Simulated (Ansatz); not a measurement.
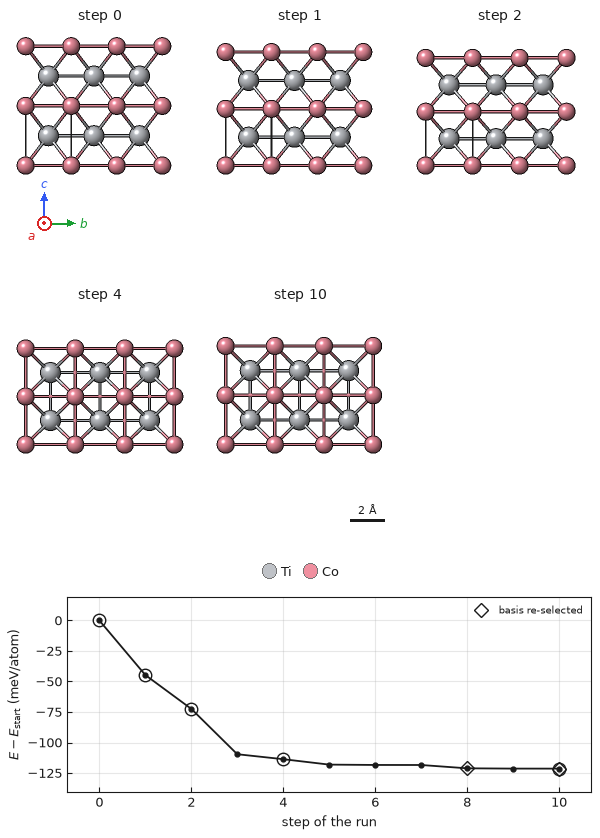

Frames of a relaxation of solid TiCo (built on the CuAu (L1_0)_123 type) (coarse preliminary run), marked on the history of the run. A ball-and-stick model of the cell of the calculation, repeated 1 × 3 × 2 with one cell outlined, seen along the a axis.

Case: CuAu (L1_0) type (P4/mmm, No. 123).

All numbers below come from DFT PBE, scalar-relativistic, plane waves, PAW (Ansatz 0.2.0).

Input file:
```yaml
crystal:
  lattice:
    - [2.7503080043, 0.0, 0.0]
    - [0.0, 2.7503080043, 0.0]
    - [0.0, 0.0, 3.6048679913]
  atoms:
    - { symbol: Ti, position: [0.5, 0.5, 0.5] }
    - { symbol: Co, position: [0.0, 0.0, 0.0] }
basis:
  ecutwfc: 420
kpoints:
  mp_grid: { grid: [6, 6, 6] }
hamiltonian:
  xc: pbe
scf:
  occupations: { method: gaussian, width: 0.1 }
  lower_state_search: "off"
output:
  forces: true
  stress: true
  eigenvalues: true
relax:
  adjacent_minimum: "off"
  f_tol: 0.04
  max_steps: 70
  cell: { stress_tol: 0.4 }
```

Run as
```bash
ansatz run input.yaml --threads 1 --pin off --max-ram 2560MiB --backend cpu --events-out ev --progress --plain --runs-dir out
```

Question: Describe the path.

Answer: The energy falls by 121 meV per atom in 8 accepted moves (10 points after the start). All forces vanish by symmetry, so only the cell relaxes. The pressure goes from −6.71 to 0.07 GPa. The SCF was repeated twice at an unchanged geometry on a basis and grid sized afresh for the cell, which shifted the energy by 2.7 meV per atom at most. The atoms keep their places relative to the cell (all moves are under 0.005 Å). Cell: a = b 2.750 → 2.970 Å (+8.0 %), c 3.605 → 2.978 Å (−17.4 %). Volume −3.7 %. Among the contacts that change: Co2–Co2 3.605 → 2.978 Å, Ti1–Ti1 3.605 → 2.978 Å, Co2–Co2 (another image) 2.750 → 2.970 Å, Ti1–Ti1 (another image) 2.750 → 2.970 Å. The space group (tolerance 0.01 Å) goes from P4/mmm (No. 123) to Pm-3m (No. 221). From step 0 to 1: volume −3.6 %, energy −44.7 meV per atom. From step 1 to 2: volume −0.6 %, energy −27.7 meV per atom. From step 2 to 4: volume −0.6 %, energy −41.2 meV per atom. From step 4 to 10: volume +1.1 %, energy −7.7 meV per atom.

```tsv
step	E − E(0), meV/atom	pressure, GPa	volume, Å³/atom	note
0	0.00	-6.71	13.634	
1	-44.68	-0.77	13.150	
2	-72.41	0.37	13.076	
3	-109.57	0.62	13.065	
4	-113.64	1.10	12.992	
5	-118.08	-0.82	13.149	
6	-118.36	0.38	13.070	
7	-118.39	-0.03	13.098	
8	-121.11	0.56	13.098	same geometry, new basis
9	-121.34	0.06	13.134	
10	-121.36	0.07	13.134	same geometry, new basis
```

Limits of the set-up: the k-point mesh is coarse for a cell with partly filled bands.
